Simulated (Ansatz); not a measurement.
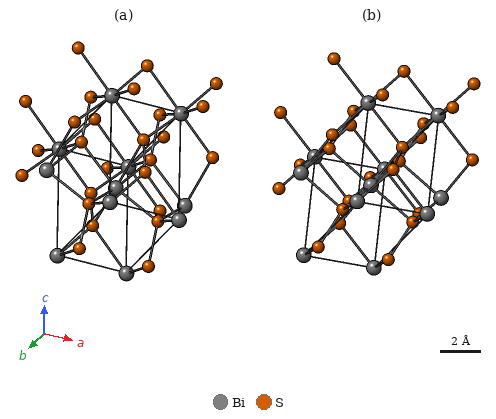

The structure of crystalline BiS$_{2}$ (built on the MgF2-58 type type) before (left) and after (right) a relaxation, at one scale.

Style: ball-and-stick. Shown: the cell of the calculation, reduced to other axes, from a free direction. Lengths and directions refer to the drawn axes.

Case: shaken.

These are results of DFT, PBEsol, plane waves, PAW (Ansatz), not measurements.

Input file:
```yaml
crystal:
  lattice:
    - [6.2821698365, 0.0214535887, -0.0579933202]
    - [0.0204995972, 6.0003146362, -0.0295369498]
    - [-0.0358009162, -0.0190825511, 3.9130585401]
  atoms:
    - { symbol: Bi, position: [0.4706885786, 0.5262010211, 0.5237444911] }
    - { symbol: Bi, position: [-0.0064407097, -0.001457713, -0.0049572155] }
    - { symbol: S, position: [0.6956572382, 0.058643691, 0.483485053] }
    - { symbol: S, position: [0.32215303, 0.9396969543, 0.5396858514] }
    - { symbol: S, position: [0.1879454724, 0.4109088745, -0.006474561] }
    - { symbol: S, position: [0.8358660177, 0.5562156293, 0.0090769205] }
kpoints:
  mp_grid: { grid: [4, 4, 4] }
hamiltonian:
  xc: pbesol
scf:
  occupations: { method: fermi_dirac, width: 0.05 }
relax:
  f_tol: 0.01
  cell: {}
  max_steps: 120
```

Run as
```bash
ansatz run input.yaml --threads 2 --pin off --max-ram 2211MiB --backend cpu --events-out ev --progress --plain --runs-dir out
```

> What changed between the two?

After 12 accepted moves (15 points after the start) the energy has fallen by 0.513 eV per cell of the calculation. The largest force component goes from 1.2 to 0.0011 eV/Å. The pressure goes from 0.02 to 0.00 GPa. The line search rejected the trial step at point 4 of the run. At 2 points the geometry stayed and the basis and grid were re-selected for the new cell (energy shift of 0.3 meV per cell of the calculation at most each time). The largest move relative to the cell is that of S6, 0.38 Å roughly along −a. Largest moves by element: S 0.38 Å, Bi 0.26 Å. The drawn cell changes as follows: a 3.913 → 3.970 Å (+1.5 %), b 6.000 → 6.029 Å (+0.5 %), c 6.282 → 5.954 Å (−5.2 %), α 89.6° → 90.0°, β 88.9° → 79.7°, γ 89.4° → 90.0°; the volume changes by −4.9 %. Some distances before and after: Bi1–S3 3.137 → 2.817 Å, Bi1–S6 3.088 → 2.815 Å, Bi1–S4 2.645 → 2.817 Å, Bi1–S5 2.679 → 2.815 Å. Bond angles that change, for instance: Bi1–S6–S5 132.4° → 100.3°, Bi1–S5–S6 123.4° → 146.9°, Bi2–S4–S3 123.4° → 100.3°. The space group (tolerance 0.01 Å) goes from P1 (No. 1) to P2_1/c (No. 14). The run took 4.2 min on 2 threads of AMD EPYC (Zen 3), with other jobs on the host, peak memory 0.47 GiB.

Limits of the set-up: the k-point mesh is coarse for a cell with partly filled bands.
